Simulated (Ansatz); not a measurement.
## Br: 7 runs along one coordinate

System: Br (Cmce, 4 atoms in the cell).
Method: Kohn-Sham DFT of a periodic cell, PBE, all-electron LAPW, scalar-relativistic, no spin polarisation (Ansatz 0.2.0).

The 7 runs differ only in the geometry, by an even scaling of the cell at fixed fractional positions. The structure derives from an entry of the Crystallography Open Database.

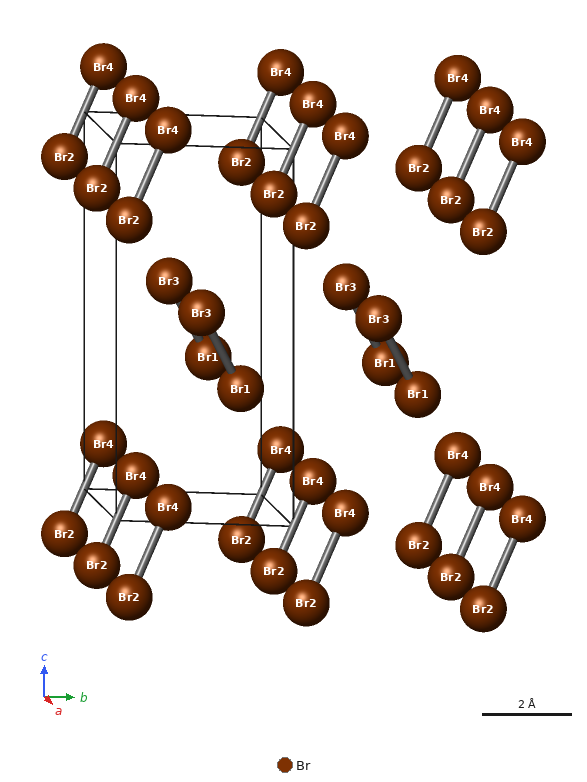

Figure 1. The structure of run 4 (ball-and-stick view of the cell of the calculation, repeated 2 × 2 × 1, seen slightly off an axis; atoms are numbered from 1 in the order of the input). An atom can appear more than once, as a periodic image.

**Input of run 4**
```yaml
crystal:
  lattice:
    - [3.36325, -2.32255, 0.0]
    - [3.36325, 2.32255, 0.0]
    - [0.0, 0.0, 8.7023]
  atoms:
    - { symbol: Br, position: [0.3651, 0.6349, 0.3901] }
    - { symbol: Br, position: [0.1349, 0.8651, 0.8901] }
    - { symbol: Br, position: [0.6349, 0.3651, 0.6099] }
    - { symbol: Br, position: [0.8651, 0.1349, 0.1099] }
kpoints:
  mp_grid: { grid: [7, 7, 3] }
scf:
  occupations: { method: fermi_dirac, width: 0.05 }
hamiltonian:
  xc: pbe
  pseudopotentials: { kind: all_electron, lapw: { basis_error: 0.001 } }
output:
  forces: true
  stress: true
  eigenvalues: true
```

Command:
```bash
ansatz run input.yaml --threads 2 --pin off --max-ram 6144MiB --backend cpu --events-out ev --progress --plain --runs-dir out
```

Run 5 differs from it as follows:
```diff
-    - [3.36325, -2.32255, 0.0]
-    - [3.36325, 2.32255, 0.0]
-    - [0.0, 0.0, 8.7023]
+    - [3.3855238279, -2.3379315741, 0.0]
+    - [3.3855238279, 2.3379315741, 0.0]
+    - [0.0, 0.0, 8.7599328054]
```

**Results, with one run withheld**

| run | volume per atom (Å³) | free energy per atom, from the lowest run given (meV) | pressure (GPa) | gap on the mesh (eV) |
| --- | --- | --- | --- | --- |
| 1 | 31.949 | 49.40 | 4.08 | 2.11 |
| 2 | 32.629 | 33.90 | 3.25 | 2.04 |
| 3 | 33.308 | 21.74 | 2.51 | 1.98 |
| 4 | 33.988 | 12.57 | 1.84 | 1.91 |
| 5 | 34.668 | ? | ? | ? |
| 6 | 35.348 | 1.96 | 0.71 | 1.79 |
| 7 | 36.028 | 0.00 | 0.23 | 1.73 |

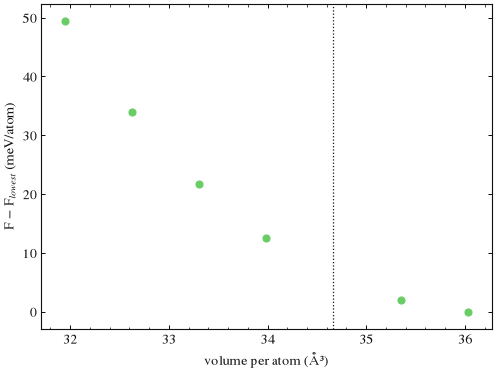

Figure 2. Free energy per atom of the runs given; the dotted line marks run 5.

Estimate the energy of run 5 from the others.

A cubic polynomial in V^(−2/3) (the Birch–Murnaghan form), fitted to the 6 runs given, misses them by at most 0.01 meV per atom. With x = V^(−2/3) − 0.09561 Å⁻², it reads F = 14.506 + 6585.3 x + 7.4976e+05 x² + 3.2769e+06 x³ (meV per atom). At run 5 it gives 6.07 meV per atom, and the run itself gives 6.06. The slope of the fit gives a pressure −dF/dV of 1.24 GPa there, and the run prints 1.24 GPa. The fit has no minimum inside this range. The gap on the mesh goes, without turning, from 2.11 eV in run 1 to 1.73 eV in run 7; run 5 has 1.85 eV. These are gaps of this functional on this mesh, which can miss the band edges; they aren't the measured gap.

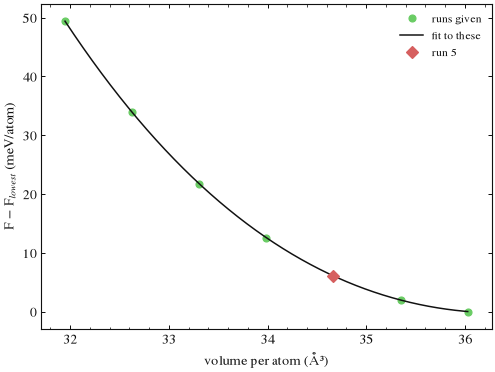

Figure 3. The fit and the withheld run.

**Output, shortened to warnings, some set-up lines, iterations and results (run 5)**
```
Basis set: ecut = 341.72909864485337 eV, 1991 PW (Γ), exchange–correlation at level 2
Symmetry: 8 space group operations
k-points: 32 of 147
Initial density: superposition of atomic densities (chi_scale 0.1, normalization cell)
[...]
SCF iter   1: F=—  HF=-283700.864023 eV  |F-HF|=—  |Δ(HF+E_count)|=         —  Δρ=2.51e-2  dr2=7.54e-1  ethr=7.54e-4  ⟨swp⟩=2.1  Hψ=11903  notcnv=0
SCF iter   2: F=—  HF=-283700.532267 eV  |F-HF|=—  |Δ(HF+E_count)|=   3.32e-1  Δρ=1.30e-2  dr2=2.12e-1  ethr=7.54e-4  ⟨swp⟩=2.1  Hψ=5891  notcnv=0
SCF iter   3: F=—  HF=-283700.443672 eV  |F-HF|=—  |Δ(HF+E_count)|=   8.86e-2  Δρ=1.72e-3  dr2=4.53e-3  ethr=4.54e-6  ⟨swp⟩=2.0  Hψ=9985  notcnv=0
SCF iter   4: F=—  HF=-283700.450749 eV  |F-HF|=—  |Δ(HF+E_count)|=         —  Δρ=5.44e-4  dr2=5.81e-4  ethr=4.53e-6  ⟨swp⟩=2.2  Hψ=5574  notcnv=0
SCF iter   5: F=—  HF=-283700.450672 eV  |F-HF|=—  |Δ(HF+E_count)|=   7.75e-5  Δρ=1.18e-4  dr2=2.75e-5  ethr=5.81e-7  ⟨swp⟩=3.0  Hψ=5839  notcnv=0
SCF iter   6: F=—  HF=-283700.450684 eV  |F-HF|=—  |Δ(HF+E_count)|=   1.21e-5  Δρ=4.80e-5  dr2=3.84e-6  ethr=2.75e-8  ⟨swp⟩=3.0  Hψ=5863  notcnv=0
SCF iter   7: F=—  HF=-283700.450687 eV  |F-HF|=—  |Δ(HF+E_count)|=   3.19e-6  Δρ=2.70e-5  dr2=1.26e-6  ethr=3.84e-9  ⟨swp⟩=3.0  Hψ=5868  notcnv=0
SCF iter   8: F=—  HF=-283700.450689 eV  |F-HF|=—  |Δ(HF+E_count)|=   2.18e-6  Δρ=1.22e-5  dr2=2.49e-7  ethr=1.26e-9  ⟨swp⟩=3.0  Hψ=5885  notcnv=0
SCF iter   9: F=-283700.450690 eV  HF=-283700.450690 eV  |F-HF|=2.43e-8  |Δ(HF+E_count)|=   4.56e-7  Δρ=2.77e-6  dr2=1.43e-8  ethr=2.49e-10  ⟨swp⟩=3.0  Hψ=5942  notcnv=0
SCF 1 converged in 9 iterations: F = -283700.450690 eV  dr2 = 1.43e-8
SCF converged after 9 iterations
Free energy (F): -283700.450690 eV
Harris-Foulkes:  -283700.450690 eV  (|F-HF|=2.43e-8)
Internal energy: -283700.450690 eV  (E = F + TS)
E sigma→0 (E₀):  -283700.450690 eV
Fermi energy:    4.120810 eV
--- Per-component energies (eV) ---
  E_band       = -8111.589197
  E_kinetic    = 290832.150444
  E_xc         = -10041.821415
  E_electrostatic = -564490.779719  (all electrons and nuclei)
  E_smearing   = -0.000000  (= −TS)
  E_closure    = 0.000000  (closes the sum)
  E_atoms      = -283694.111676  (free atoms, spherical and without spin; not in F)
  Σ components = -283700.450690   (vs F -283700.450690, Δ=0.00e0)
  Basis errors (estimates in eV, not in F): energy 5.7e-4 per atom: plane waves 5.3e-4 (3.1e-4 summed), levels above the bands 2.0e-85, relativity 1.0e-7, radial functions 3.6e-5, core shells 8.7e-10; eigenvalues (radial functions only) 4.4e-7; not estimated: angular momenta, meshes, grids; target …
--- Forces (eV/Å), atoms counted from 1 ---
  atom   1  Br     0.00000000     0.28750858    -0.57898061
  atom   2  Br    -0.00000000    -0.28750858    -0.57898061
  atom   3  Br    -0.00000000    -0.28750858     0.57898061
  atom   4  Br     0.00000000     0.28750858     0.57898061
  max |Σ_I F_I| component: 0.00e0 eV/Å
--- Stress (GPa, compression-positive) ---
        1.095411       0.000000      -0.000000
        0.000000       0.734875       0.000000
       -0.000000       0.000000       1.904005
  P = ⅓ Tr σ = 1.2448 GPa (12.448 kbar)
```
